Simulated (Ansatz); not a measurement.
# Single-point calculation, with input and output: Cu

- system: Cu (I4/mmm, 2 atoms in the cell)
- method: DFT PBEsol, scalar-relativistic, plane waves, PAW, no spin polarisation (Ansatz 0.2.0)

The structure derives from a Materials Project entry. It belongs to a series of runs on one base structure; here: equal strain along all axes, cell held, atoms relaxed: +2.0 %. Figures and captions count atoms from 1; the log counts them from 0 in places.

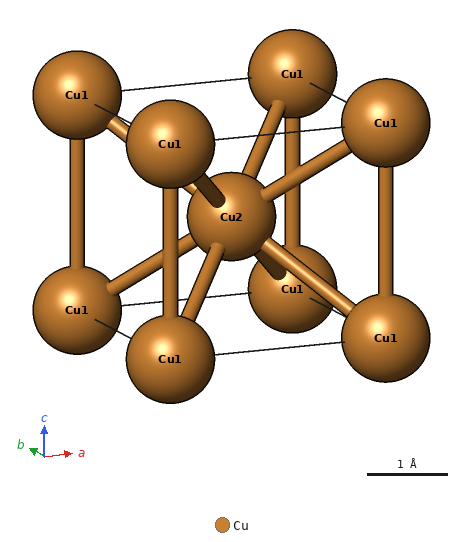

The structure (ball-and-stick view of the cell of the calculation, seen slightly off an axis; atoms are numbered from 1 in the order of the input). An atom can appear more than once, as a periodic image.

Key numbers:

```tsv
quantity	value
outcome	converged
space group (tolerance 0.01 Å)	I4/mmm (139)
electrons treated	38
free energy	−13177.4323 eV
Fermi energy	16.139 eV
gap on the k-point mesh	none (metallic)
pressure	−8.48 GPa
largest force (length of the vector)	under 0.001 eV/Å
hardware	1 thread of AMD EPYC (Zen 3), 189 GiB of memory available, shared host
wall time	35 s
peak memory	0.53 GiB
```

Remarks:

The cell is under a tension of 8.5 GPa at this level, so it is not at its equilibrium volume.

Input file:
```yaml
crystal:
  lattice:
    - [2.9479871186, 0.0, 0.0]
    - [0.0, 2.9479871186, 0.0]
    - [0.0, 0.0, 2.7744147012]
  atoms:
    - { symbol: Cu, position: [0.0, 0.0, 0.0] }
    - { symbol: Cu, position: [0.5, 0.5, 0.5] }
basis:
  ecutwfc: 420
kpoints:
  mp_grid: { grid: [18, 18, 20] }
hamiltonian:
  xc: pbesol
scf:
  occupations: { method: gaussian, width: 0.1 }
output:
  forces: true
  stress: true
  eigenvalues: true
  write_density: true
  write_potential: true
  elf: true
  volumetric_format: npy
```

Launch command:
```bash
ansatz run input.yaml --threads 1 --pin off --max-ram 2560MiB --backend cpu --events-out ev --progress --plain --runs-dir out
```

What the program printed:
```
Engine: ansatz 0.2.0, x86_64-unknown-linux-gnu
Pseudopotentials: kind: paw
Pseudopotential: Cu, paw, valence charge 19, recommended cutoff 420 eV (normal), Cu.paw.azcp
Functional definition: PBEsol
  exchange = pbesol_x
  correlation = pbesol_c
Crystal: 2 atoms, lattice volume = 24.111 Å³
Basis set: ecut = 420 eV, 461 PW (Γ), exchange–correlation on 40×40×40 points (8 copies of the dense FFT grid, shifted against one another)
Bands: 23, of which v1, the nominal top of the filled ones, is band 19 counted from 1 (18 counted from 0)
Symmetry: 32 space group operations
Space group: I4/mmm (ITA 139), of the structure as read, at distance tolerance 2.9e-5 Å
k-points: 605 of 6480
Non-local potential: Cu, projectors of the file, l = 0: 3, l = 1: 2, l = 2: 3, l = 3: 1
PAW form: soft (Blöchl's): semilocal exchange-correlation on the pseudo side does not see the compensation charge
PAW frozen core: Cu, regenerated for the run's functional, and the local potential with it (the file was generated under x = pbe(κ = 0.804, μ = 0.2195149727645171), c = pbe(β = 0.06672455060314922))
PAW one-centre angular grid: Cu, 590 points (default); XC on 64 Gauss nodes
Initial density: superposition of atomic densities (neutral atoms: chi_scale 0, normalization atom), corrected by the library's trained network
Initial wavefunctions: pseudopotential atomic-orbital guess
Functional: x = pbesol(κ = 0.804, μ = 0.12345679012345678), c = pbesol(β = 0.046)
SCF iter   1: F=—  HF=-13177.445332 eV  |F-HF|=—  |Δ(HF+E_count)|=         —  Δρ=2.13e-2  dr2=5.77e-2  ethr=1.77e-3  ⟨swp⟩=5.1  Hψ=51375  notcnv=0
preconditioner: auto → none  [metal: Δε(μ)=0.024 eV  Ē_g=10.369 eV  σ=0.100 eV  W_gap=0.13  n_scr=6 (ndim 8)  ℏωp=35.5 eV  f_vac=0.000  D(μ)=0.59/eV (n_scr^D=0)  sad-step TF]
SCF iter   2: F=—  HF=-13177.433189 eV  |F-HF|=—  |Δ(HF+E_count)|=   1.21e-2  Δρ=5.34e-3  dr2=4.06e-3  ethr=1.52e-4  ⟨swp⟩=2.5  Hψ=26216  notcnv=0  defer=88
SCF iter   3: F=—  HF=-13177.432433 eV  |F-HF|=—  |Δ(HF+E_count)|=   7.56e-4  Δρ=1.33e-3  dr2=2.59e-4  ethr=1.07e-5  ⟨swp⟩=1.1  Hψ=13899  notcnv=0  defer=88
SCF iter   4: F=—  HF=-13177.432338 eV  |F-HF|=—  |Δ(HF+E_count)|=   9.45e-5  Δρ=5.85e-5  dr2=2.17e-7  ethr=6.81e-7  ⟨swp⟩=2.4  Hψ=20086  notcnv=0  defer=88
SCF iter   5: F=—  HF=-13177.432323 eV  |F-HF|=—  |Δ(HF+E_count)|=   1.45e-5  Δρ=9.26e-6  dr2=8.25e-9  ethr=5.70e-10  ⟨swp⟩=2.0  Hψ=22392  notcnv=0  defer=88
SCF iter   6: F=-13177.432323 eV  HF=-13177.432323 eV  |F-HF|=1.82e-12  |Δ(HF+E_count)|=   1.28e-8  Δρ=1.59e-7  dr2=3.37e-12  ethr=2.17e-11  ⟨swp⟩=4.9  Hψ=77823  notcnv=0
SCF 1 converged in 6 iterations: F = -13177.432323 eV  dr2 = 3.37e-12
  greatest PAW one-centre occupation: 1.000 electrons in one spin orbital (limit 2), on the Cu atom at site 1 (counted from 0), in its partial waves of l = 0
```

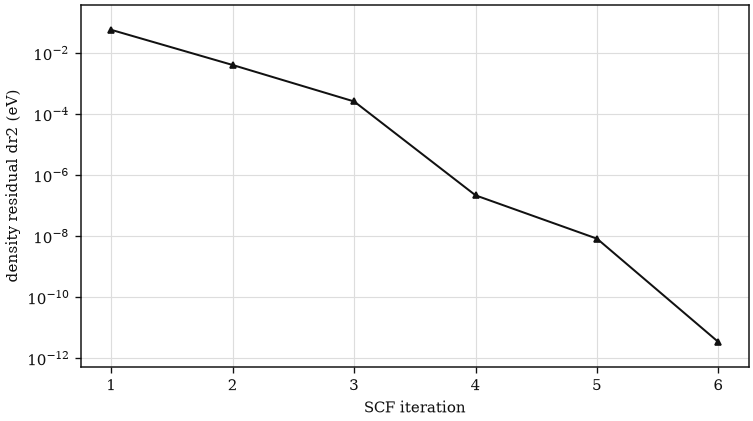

Convergence of the self-consistent field: density residual dr2 against the SCF iteration. The residual falls at every step.

```
SCF converged after 6 iterations
Free energy (F): -13177.432323 eV
Harris-Foulkes:  -13177.432323 eV  (|F-HF|=1.82e-12)
Internal energy: -13177.429356 eV  (E = F + TS)
E sigma→0 (E₀):  -13177.430840 eV
Entropy (-TS):   -0.002968 eV (-1.484 meV/atom)
Fermi energy:    16.138925 eV
--- Per-component energies (eV) ---
  E_band       = -736.951315
  E_kinetic    = 599.611163
  E_local      = -8175.280490  (includes V_loc(G=0)·N_el)
  E_nonlocal   = 783.907936
  E_hartree    = 3592.639478
  E_xc         = -177.540315
  E_vxc        = -230.095982  (∫ρ·V_xc dr)
  E_paw        = -3253.477830  (= ΣΔE_a)
  E_vpaw       = -900.373561  (= ΣTr[D̂ρ^β])
  E_aug_tail   = 0.000545  (compensation charges beyond the density's cutoff)
  E_ewald      = -6547.702246
  E_core_change = 0.412404  (= ΣΔE_core)
  E_smearing   = -0.002968  (= −TS)
  E_closure    = -0.000000  (closes the sum)
  Σ components = -13177.432323   (vs F -13177.432323, Δ=0.00e0)
--- Forces (eV/Å), atoms counted from 1 ---
  atom   1  Cu     0.00000000     0.00000000     0.00000000
  atom   2  Cu     0.00000000     0.00000000    -0.00000000
  max |Σ_I F_I| component: 1.64e-29 eV/Å
--- Stress (GPa, compression-positive) ---
       -8.350492       0.000000       0.000000
        0.000000      -8.350492       0.000000
        0.000000       0.000000      -8.730560
  P = ⅓ Tr σ = -8.4772 GPa (-84.772 kbar)
--- Band table (eV; the first three rows and the last of 605) ---
  k-point 0: bands = ["-96.0594", "-96.0347", "-53.6057", "-53.6057", "-53.5994", "-53.5291", "-53.5230", "-53.5230", "6.8627", "11.6093", "11.6602", "12.9796", "13.2180", "13.2180", "13.9883", "14.2430", "14.6594", "14.6594", "14.7196", "23.4268", "23.4268", "25.7131", "29.0116"]
  k-point 1: bands = ["-96.0592", "-96.0349", "-53.6052", "-53.6052", "-53.5995", "-53.5300", "-53.5234", "-53.5234", "6.9144", "11.6271", "11.6765", "12.9904", "13.2145", "13.2145", "13.9989", "14.2291", "14.6279", "14.6279", "14.7092", "23.5143", "23.5143", "25.1918", "29.0356"]
  k-point 2: bands = ["-96.0587", "-96.0352", "-53.6035", "-53.6035", "-53.5997", "-53.5329", "-53.5249", "-53.5249", "7.0690", "11.6798", "11.7231", "13.0228", "13.2050", "13.2050", "14.0302", "14.1875", "14.5381", "14.5381", "14.6781", "23.7720", "23.7720", "24.0159", "29.1084"]
  k-point 604: bands = ["-96.0447", "-96.0447", "-53.5839", "-53.5839", "-53.5717", "-53.5717", "-53.5717", "-53.5717", "12.4306", "12.4306", "12.4306", "12.4306", "12.5437", "12.5437", "14.2080", "14.2080", "14.3155", "14.3155", "22.2624", "22.2624", "22.6856", "22.6856", "22.6856"]
```

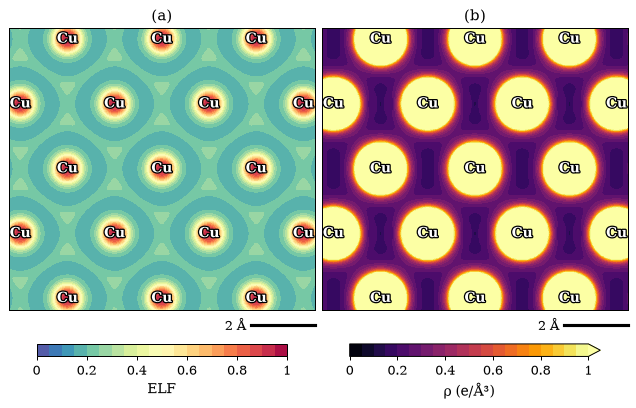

(a) ELF; (b) valence charge density (pseudo) on the (101̄) plane of the conventional cell. The section cuts through Cu sites. Cu–Cu (2.50 Å): ρ is about 0.28 e/Å³ halfway; the ELF is about 0.20 at the midpoint (no localised pair between them). Away from the nuclei the density in this plane falls to 0.14 e/Å³ at its lowest. The strong features right at Cu lie inside the PAW spheres (semicore, d or f shells) and say nothing about bonding. The fields are those of the smooth PAW valence density.

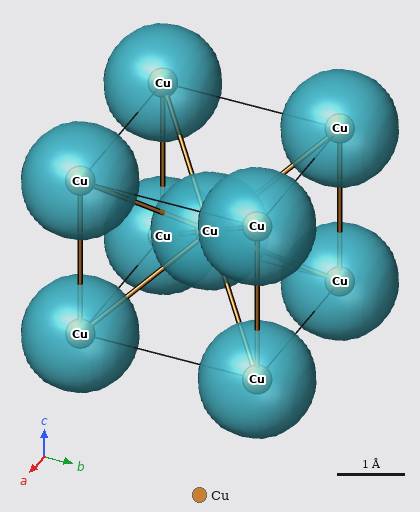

Isosurface of the valence charge density (pseudo) at 0.6 e/Å³ (cyan), seen at an oblique angle. Sticks mark near contacts. The outline is the cell set on symmetry axes. At this value the density breaks into separate islands; it holds about 85 % of the electrons treated as valence (semicore included). It is pinched off along the Cu–Cu (2.50 Å) and Cu–Cu (2.77 Å) contacts. On the grid the lowest density along these lines, outside the cores, is 0.28 e/Å³ (Cu–Cu, 2.50 Å) and 0.21 e/Å³ (Cu–Cu, 2.77 Å).
